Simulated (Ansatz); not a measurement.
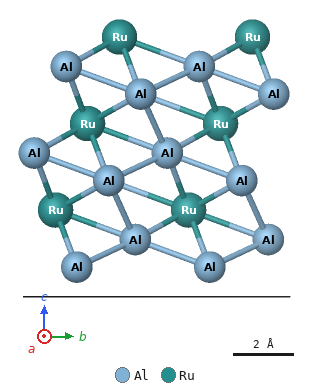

A slab of composition Al2Ru (cut from the I4/mmm phase), before the constrained relaxation. A ball-and-stick model of the 2 × 2 repeat of the cell, outlined in the plane, without the vacuum, seen along the a axis.

Case: clean slab, lower half held. The slab is the (1 0 1) face of Al2Ru. 4 atoms are held fixed.

The calculation used DFT r2SCAN, scalar-relativistic, plane waves, PAW in Ansatz 0.2.0.

The input:
```yaml
crystal:
  lattice:
    - [3.12182051, 0.0, 0.0]
    - [-1.560910255, 4.5017637688, 0.0]
    - [0.0, 0.0, 24.7862389771]
  atoms:
    - { symbol: Al, position: [0.7000790473, 0.4001580947, 0.3429322217] }
    - { symbol: Al, position: [0.4201447565, 0.8402895129, 0.3805217862] }
    - { symbol: Ru, position: [0.1202238038, 0.2404476076, 0.4207951588] }
    - { symbol: Al, position: [0.8203028512, 0.6406057023, 0.4610685314] }
    - { symbol: Al, position: [0.5403685603, 0.0807371206, 0.498658096] }
    - { symbol: Ru, position: [0.2404476076, 0.4808952152, 0.5389314686] }
    - { symbol: Al, position: [0.940526655, 0.8810533099, 0.5792048412] }
    - { symbol: Al, position: [0.6605923641, 0.3211847282, 0.6167944057] }
    - { symbol: Ru, position: [0.3606714114, 0.7213428229, 0.6570677783] }
basis:
  ecutwfc: 500
kpoints:
  mp_grid: { grid: [10, 7, 1] }
hamiltonian:
  xc: r2scan
scf:
  occupations: { method: gaussian, width: 0.1 }
output:
  forces: true
  eigenvalues: true
  write_density: true
  write_potential: true
  elf: true
  volumetric_format: npy
relax:
  adjacent_minimum: "off"
  f_tol: 0.03
  max_steps: 70
  constraints: [{ sites: [0, 1, 2, 3] }]
efield:
  axis: 3
  dipole_correction: true
  ramp_width: 0.04
```

Launched with:
```bash
ansatz run input.yaml --threads 2 --pin off --max-ram 5120MiB --backend cpu --events-out ev --progress --plain --runs-dir out
```

**Where does the constrained relaxation end?**

The atom that moves furthest is Ru9 (0.22 Å at 40° to the normal (−c side)). Largest moves by element: Ru 0.22 Å, Al 0.14 Å. The lattice vectors keep their values. Some distances before and after: Al8–Ru9 2.879 → 2.693 Å, Al7–Ru9 2.584 → 2.428 Å, Ru6–Al8 2.584 → 2.706 Å, Al7–Al8 2.689 → 2.747 Å. Bond angles that change, for instance: Al8–Ru9–Al8 121.3° → 130.2°, Al7–Ru9–Al8 105.7° → 112.3°, Al7–Ru9–Al8 58.7° → 64.6°. After 4 geometry steps the energy has fallen by 0.323 eV per cell of the calculation. The largest force component goes from 2.2 to 0.013 eV/Å. The run took 12 min on 2 threads of Intel(R) Xeon(R) Processor @ 2.50GHz (Skylake/Cascade Lake), with other jobs on the host, peak memory 1.6 GiB.

The end point in the same view:

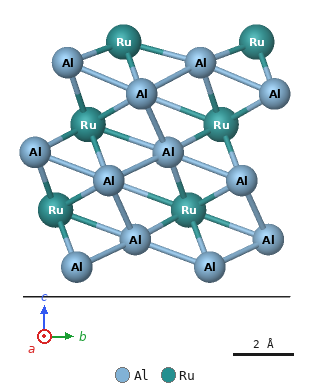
